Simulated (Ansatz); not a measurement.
# Si2Mo: what the fields show

The calculation's input:

```
crystal:
  lattice:
    - [-3.2168473663, 0.0, 0.0]
    - [0.0, -3.2168473663, 0.0]
    - [-0.2679633856, 0.2679633856, 15.7460400265]
  atoms:
    - { symbol: Si, position: [0.4756306208, 0.5243693792, 0.2925495698] }
    - { symbol: Si, position: [0.9964556208, 1.0035443792, 0.0425495698] }
    - { symbol: Si, position: [0.4339806208, 0.5660193792, 0.7925495698] }
    - { symbol: Si, position: [0.9548056208, 1.0451943792, 0.5425495698] }
    - { symbol: Si, position: [0.4618943792, 0.5381056208, 0.4574504302] }
    - { symbol: Si, position: [0.9827193792, 1.0172806208, 0.2074504302] }
    - { symbol: Si, position: [0.4202443792, 0.5797556208, 0.9574504302] }
    - { symbol: Si, position: [0.9410693792, 1.0589306208, 0.7074504302] }
    - { symbol: Mo, position: [-0.0312375, 0.0312375, 0.375] }
    - { symbol: Mo, position: [0.4895875, 0.5104125, 0.125] }
    - { symbol: Mo, position: [-0.0728875, 0.0728875, 0.875] }
    - { symbol: Mo, position: [0.4479375, 0.5520625, 0.625] }
basis:
  ecutwfc: 420
kpoints:
  mp_grid: { grid: [14, 14, 3] }
hamiltonian:
  xc: pbe
scf:
  occupations: { method: gaussian, width: 0.15 }
output:
  forces: true
  stress: true
  eigenvalues: true
  write_density: true
  write_potential: true
  elf: true
  volumetric_format: npy
```

Run with:

```sh
ansatz run input.yaml --threads 2 --pin off --max-ram 5120MiB --backend cpu --events-out ev --progress --plain --runs-dir out
```

Below, planes, directions and counts refer to the conventional cell (a = 4.55 Å, b = 4.55 Å, c = 15.75 Å, α = 90.00°, β = 91.38°, γ = 90.00°).

Space group C2/m; not relaxed (largest force 1.6 eV/Å); computed without spin polarisation.

Level of theory: DFT PBE, scalar-relativistic, plane waves, PAW in Ansatz 0.2.0.

In a PAW calculation such maps are meaningful between the atoms, not at the nuclei.

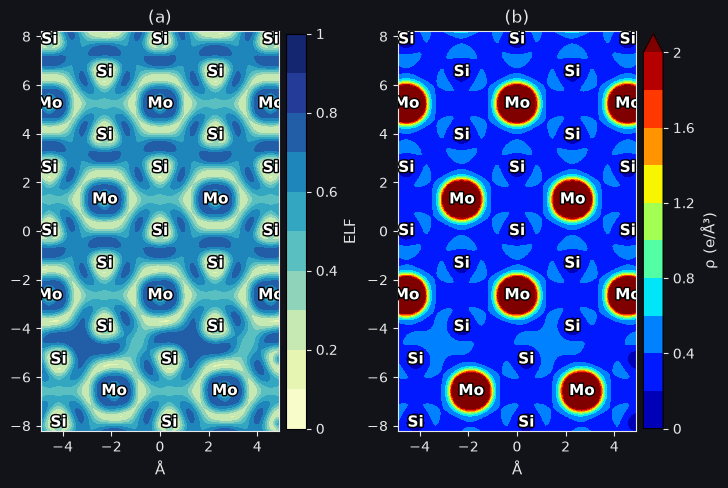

Figure 1. (a) electron localisation function; (b) valence charge density (pseudo) on the (010) plane of the conventional cell.

Question: What does the map show?

Answer:
- Atoms in the plane: Si and Mo.
- Si–Si (2.32 Å): ρ at the midpoint is about 0.5 e/Å³; the ELF peaks at about 0.80 between the atoms.
- Si–Mo (2.62 Å): ρ is about 0.4 e/Å³ halfway; the ELF peaks at about 0.70 in the valence shell of Si, 0.9 Å from its nucleus, and is about 0.40 at the midpoint.
- Si–Mo (2.64 Å): the density is about 0.39 e/Å³ at the midpoint; the ELF peaks at about 0.80 in the valence shell of Si, 0.9 Å from its nucleus, and is about 0.40 at the midpoint.
- Between the atoms the lowest density in this plane is 0.22 e/Å³.
- The features right at Mo lie inside the PAW spheres, where the map follows smoothed inner orbitals and isn't to be read closely.

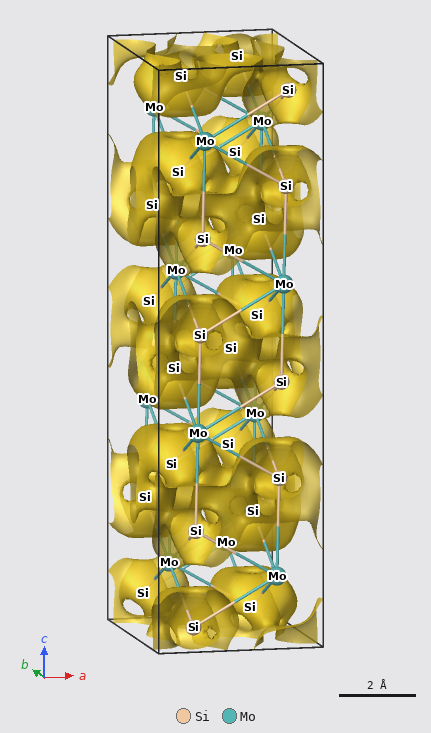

Figure 2. Isosurface of the electron localisation function at 0.55 (yellow), seen slightly off an axis. Core shells and regions of very low density are left out. Sticks mark near contacts.

Question: Identify the bonds, lone pairs and shells in this picture.

Answer: The surface consists of sheets that run through the cell in two directions, counted in one cell of 24 atoms. Any copies at cell faces, edges or corners count once.

Question: Metal or insulator at this level of theory?

Answer: It is metallic or semimetallic at this level of theory: no gap opens.
